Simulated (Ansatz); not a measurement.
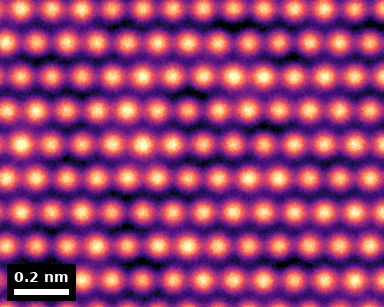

Z-contrast image of Fe (Fd-3m, No. 227). Simulation: incoherent imaging, intensity Z^1.7 per atom, probe width 0.80 Å, thin sample. The probe carries 15 % of its weight in a tail 2.5 times as wide. The display is stretched by a gamma of 0.8; percentages refer to the linear signal. Shot noise and the speckle of an amorphous layer were added. Model: the input geometry of an electronic-structure calculation (not necessarily at equilibrium); the starting structure was generated, so it need not be a known form of this composition.

```cif
data_structure
_symmetry_space_group_name_H-M 'Fd-3m:1'
_symmetry_Int_Tables_number 227
_cell_length_a 4.9434
_cell_length_b 4.9434
_cell_length_c 4.9434
_cell_angle_alpha 90.000
_cell_angle_beta 90.000
_cell_angle_gamma 90.000
_cell_volume 120.81
loop_
_atom_site_label
_atom_site_type_symbol
_atom_site_symmetry_multiplicity
_atom_site_Wyckoff_symbol
_atom_site_fract_x
_atom_site_fract_y
_atom_site_fract_z
_atom_site_occupancy
Fe1 Fe 8 b 0.25000 0.25000 0.75000 1
```

Q: Along which zone axis is the crystal seen: [210], [111], [110] or [211]? (Directions equivalent by symmetry count as one.)

A: [210]. The projected cells are 1.11 × 1.35 Å, 114° for [210]; 2.02 × 2.02 Å, 120° for [111]; 3.03 × 3.03 Å, 109° for [110]; 1.75 × 2.85 Å, 90° for [211], and the image repeats as the [210] one does.
